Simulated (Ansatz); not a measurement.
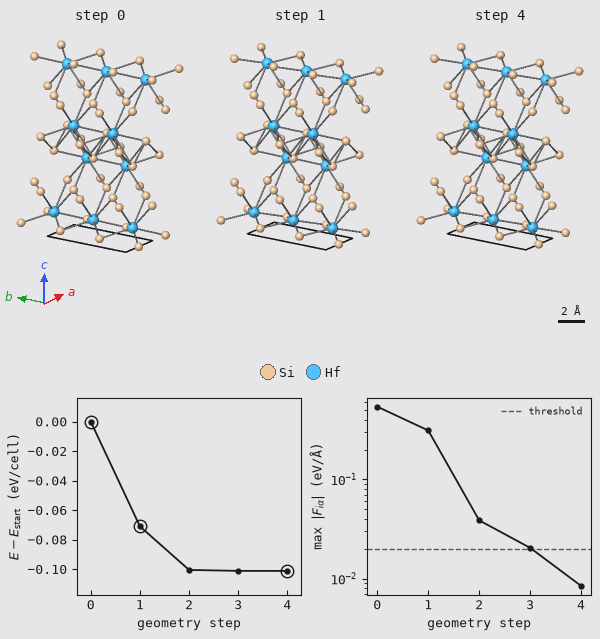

Frames of a relaxation of a slab of composition HfSi2 (cut from the Cmcm phase), marked on the history of the run. A ball-and-stick model of the 1 × 2 repeat of the cell, outlined in the plane, without the vacuum, seen from a free direction.

The slab is the (0 1 0) face of HfSi2.

These are results of Ansatz, DFT PBE, scalar-relativistic, plane waves, PAW, not measurements. Set-up: plane-wave cutoff 420 eV; k-point mesh 10 × 10 × 1; occupations gaussian; smearing width 0.1 eV; no spin polarisation; dipole correction; atoms relaxed in a fixed cell; force threshold 0.02 eV/Å; at most 60 steps.

> Describe the path.

The energy falls by 0.101 eV per cell of the calculation in 4 geometry steps. Largest force component: 0.54 eV/Å at the start, 0.0084 eV/Å at the end. The largest moves relative to the layer's centre, 0.19 Å, are those of Si atoms. By element the largest moves are Si 0.19 Å, Hf 0.03 Å. The cell stays as it was. Among the contacts that change: Hf–Si 2.701 → 2.659 Å, Si–Si 2.419 → 2.432 Å, Hf–Si 2.795 → 2.785 Å, Hf–Si 2.701 → 2.693 Å. Bond angles that change, for instance: Hf–Si–Hf 147.9° → 154.9°. From step 0 to 1: Si atoms move most (0.19 Å), energy −71.0 meV per cell of the calculation. From step 1 to 4: Hf atoms move most (0.06 Å), energy −30.2 meV per cell of the calculation.

```csv
step,"E − E(0), meV/atom","largest force component, eV/Å"
0,0.00,0.5424
1,-5.92,0.3122
2,-8.37,0.0387
3,-8.43,0.0204
4,-8.43,0.0084
```
